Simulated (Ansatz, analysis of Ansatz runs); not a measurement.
# A hop of O in SnO2 (P4_2/mnm), charge +2, part 2 of 4

Aim: the barrier of one jump in SnO2 (P4_2/mnm) at charge +2: V_O hop (2.6 Å). The model is a cell of 72 host atoms with 1 O taken out; O is the atom that moves.

Ansatz 0.2.0; plane-wave PAW DFT, PBEsol; nudged elastic band between two relaxed defect structures at fixed charge in a uniform background; PAW set soft_1.

So far: The structure; Relaxation of the start point, charge +2.

### Step 3. Relaxation of the end point, charge +2

Level of this step: plane-wave PAW DFT, PBEsol; relaxation of all atoms of a defect supercell at fixed charge in a uniform background; PAW set soft_1 (Ansatz).

The end point is relaxed in the same cell and settings, so that the two energies compare. Atoms more than 3.2 Å from the middle of the hop start where the first relaxation left them, the nearer ones on or close to their ideal places, with small random displacements.

File qp2.end/input.yaml:

```yaml
crystal:
  lattice:
    - [9.53562392, 0.0, 0.0]
    - [0.0, 9.53562392, 0.0]
    - [0.0, 0.0, 9.63570775]
  atoms:
    - { symbol: Sn, position: [0.24890637, 0.25042378, 0.16624174] }
    - { symbol: Sn, position: [0.00566594, -0.005667, 1.54e-06] }
[... 4 atom lines left out ...]
    - { symbol: Sn, position: [0.24899341, 0.24949666, 0.4999979] }
[... 4 atom lines left out ...]
    - { symbol: O, position: [0.34686392, 0.34686392, 0.33333333] }
[... 5 atom lines left out ...]
    - { symbol: O, position: [0.34686392, 0.34686392, 0.66666667] }
[... 3 atom lines left out ...]
    - { symbol: O, position: [0.40563863, 0.59433692, 0.16931432] }
[... 10 atom lines left out ...]
    - { symbol: O, position: [0.40564083, 0.59433732, 0.83068492] }
[... 8 atom lines left out ...]
    - { symbol: Sn, position: [0.74978447, 0.25021471, 0.49999861] }
[... 1 atom line left out ...]
    - { symbol: O, position: [0.402986, 0.597014, 0.5] }
[... 15 atom lines left out ...]
    - { symbol: Sn, position: [0.75050278, 0.75100378, 0.50000014] }
    - { symbol: Sn, position: [0.5, 0.5, 0.33333333] }
[... 2 atom lines left out ...]
    - { symbol: O, position: [0.65313608, 0.65313608, 0.33333333] }
[... 2 atom lines left out ...]
    - { symbol: Sn, position: [0.5, 0.5, 0.66666667] }
[... 2 atom lines left out ...]
    - { symbol: O, position: [0.65313608, 0.65313608, 0.66666667] }
    - { symbol: O, position: [0.84547996, 0.84679576, 0.6669805] }
total_charge: 2
basis:
  ecutwfc: 420
  xc_grid: 2
hamiltonian:
  xc: pbesol
  pseudopotentials: { kind: paw, azcp: { folder: soft_1 }, xc_functional: pbe }
kpoints:
  mp_grid: { grid: [1, 1, 1], shift: [0.25, 0.25, 0.25] }
scf:
  occupations: { method: fixed }
  max_iter: 120
output:
  forces: true
relax:
  f_tol: 0.02
  max_steps: 70
  random_displacement: { amplitude: 0.01, seed: 655 }
```

Run with:

```console
$ ansatz run input.yaml --threads 4 --pin off --max-ram 8478MiB --backend cpu --events-out ev --progress --plain --runs-dir out
```

Numbers of over 12 decimals in the logs are rounded to 6 here.

What it wrote:

```text
[...]
Crystal: 71 atoms, lattice volume = 876.157 Å³
Basis set: ecut = 420 eV, 17081 PW (Γ), exchange–correlation on 128×128×144 points (8 copies of the dense FFT grid, shifted against one another)
Bands: 379, of which v1, the nominal top of the filled ones, is band 308 counted from 1 (307 counted from 0)
Symmetry: 1 space group operations
k-points: 1
[...]
SCF iter   1: F=—  HF=-169184.788476 eV  |F-HF|=—  |Δ(HF+E_count)|=         —  Δρ=7.30e-2  dr2=3.57e1  ethr=3.10e-3  ⟨swp⟩=4.0  Hψ=1368  notcnv=0  defer=68
[...]
SCF iter  10: F=-169175.486871 eV  HF=-169175.486871 eV  |F-HF|=3.63e-7  |Δ(HF+E_count)|=   1.10e-6  Δρ=1.93e-5  dr2=2.89e-6  ethr=1.62e-9  ⟨swp⟩=2.0  Hψ=1254  notcnv=0
SCF 1 converged in 10 iterations: F = -169175.486871 eV  dr2 = 2.89e-6
[...]
F+E_penalty+E_count = -169177.45915321 eV   max|allowed force component| = 5.434e-3 eV/Å
  atoms:
    - { symbol: Sn, position: [0.250851, 0.248530, 0.166297] }
    - { symbol: Sn, position: [-0.005245, 0.005292, 5.799785885771652e-5] }
[...]
- { symbol: Sn, position: [0.249909, 0.248611, 0.500058] }
[...]
- { symbol: O, position: [0.354220, 0.346454, 0.335999] }
[...]
- { symbol: O, position: [0.354341, 0.346452, 0.664086] }
[...]
- { symbol: Sn, position: [0.767053, 0.232992, 0.500057] }
    [... 1 atom left out ...]
    - { symbol: O, position: [0.412752, 0.587293, 0.500060] }
    [... 15 atoms left out ...]
    - { symbol: Sn, position: [0.751438, 0.750141, 0.500059] }
    - { symbol: Sn, position: [0.487070, 0.512903, 0.318962] }
    [... 2 atoms left out ...]
    - { symbol: O, position: [0.653588, 0.645715, 0.336030] }
    [... 2 atoms left out ...]
    - { symbol: Sn, position: [0.487143, 0.512978, 0.681153] }
    [... 2 atoms left out ...]
    - { symbol: O, position: [0.653584, 0.645838, 0.664116] }
    [... 1 atom left out ...]
[key lines of the parts left out:]
SCF converged after 7 iterations
Free energy (F): -169177.459153 eV
Fermi energy:    8.855394 eV
```

Run time: 85 s. Hardware: 4 threads of Arm Neoverse V1, shared host; peak memory 1.8 GiB.

Step by step:

```
step  energy less that of the first step (eV)  largest force component (eV/Å)
   1                                   0.0000                          2.5774
   2                                  -1.6931                          0.7908
   3                                  -1.9475                          0.2498
   4                                  -1.9717                          0.0349
   5                                  -1.9723                          0.0054
```

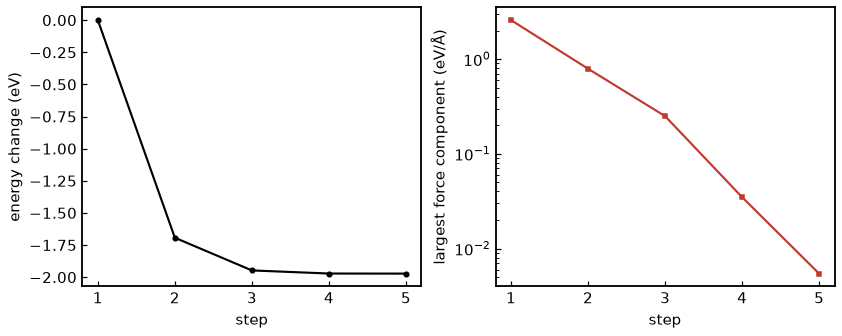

Energy and largest force along the relaxation.

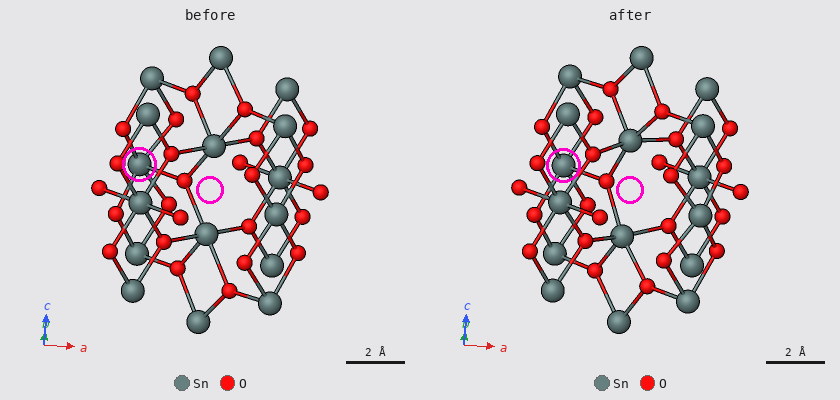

Before and after: the atoms that start within 5 Å of the centre. Sn25, which moves most, is ringed if it is among them. A ring with no atom in it marks the empty centre.

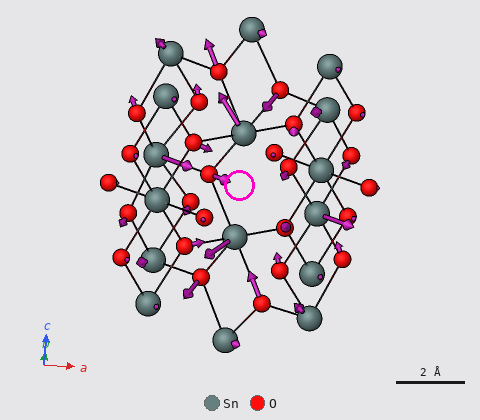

Displacements in the relaxation from the typed sites near the centre, exaggerated; the longest in the cell stands for 0.23 Å. A ring marks the centre wherever it is empty.

The atoms that moved most (Å, from the sites as typed, ahead of the random displacement):

```
atom      dx      dy      dz  length
Sn25   0.165  -0.165   0.000   0.234
Sn42   0.165  -0.165   0.000   0.233
Sn67  -0.122   0.123   0.139   0.222
Sn61  -0.123   0.122  -0.139   0.222
 O50  -0.067   0.067  -0.124   0.156
 O38  -0.068   0.067   0.124   0.156
 O33  -0.067   0.067   0.124   0.156
 O22  -0.067   0.067  -0.124   0.156
```

Neighbours of O44 at the end:

```
atom  distance (Å)
Sn67         2.013
Sn61         2.013
Sn25         2.186
 O18         2.843
 O64         2.843
 O70         2.843
 O12         2.843
 O35         2.955
 O28         2.955
 O29         2.956
 O34         2.956
```

Read from the output:

- free energy: -169177.4592 eV
- r.m.s. move of the farther half of the atoms: 0.03659 Å
- largest move from the ideal geometry of this structure, a common shift of the far atoms taken out: 0.2388 Å

The relaxation gained 1.972 eV and ended with a largest force component of 0.0054 eV/Å. The end lies within 1 meV of the start.

(Continued in part 3 of 4.)

[Logs are printed without paths, hosts, clocks, repeated set-up lines and the standing remarks that a program may print on its own settings, such as how far it seeks lower states.]

[Hosts, paths, dates, database ids (printed as entryN), source tags and the programs' standing remarks are cut or masked in the printed files.]
